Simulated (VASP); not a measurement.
The cell below is Ir (P6_3/mmc, No. 194). The cell is taken from a cell listed in the Materials Project, as set up for an electronic-structure calculation.

```
Ir
1.0
     2.75138    0.00000    0.00000
    -1.37569    2.38276    0.00000
     0.00000    0.00000    4.46229
Ir
2
Cartesian
  0.0000 1.5885 1.1156
  1.3757 0.7943 3.3467
```

Hard-sphere model; metallic radii: Ir 1.35 Å.

### Find the largest hole by geometry, and further ones that a grid search gives (radius above 0.15 Å; smaller ones may be missed, and maxima closer than 0.25 Å are merged).

| hole | site | x, y, z | radius (Å) | nearest atoms | shape |
| --- | --- | --- | --- | --- | --- |
| V1 | 2a | 0.000, 0.000, 0.000 | 0.59 | 6 Ir | octahedral |
| V2 | 4f | 0.333, 0.667, 0.873 | 0.33 | 4 Ir | tetrahedral |

Nearest atoms are those whose sphere lies within 0.15 Å of the hole's sphere; in brackets, those within 0.5 Å. The largest sphere that fits anywhere has a diameter of 1.18 Å; the largest that can travel through the crystal, about 0.5 Å.

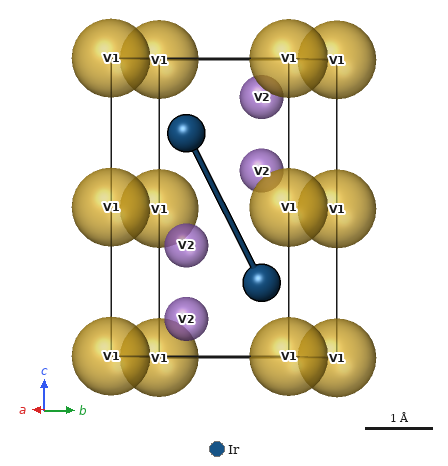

Translucent spheres (V1, V2) fill the 2 holes listed first by a grid search for holes with a radius above 0.15 Å (the largest is sure; smaller ones may be missed, and maxima closer than 0.25 Å are merged) at their true size; atoms are drawn smaller than their model radii. View from a free direction.
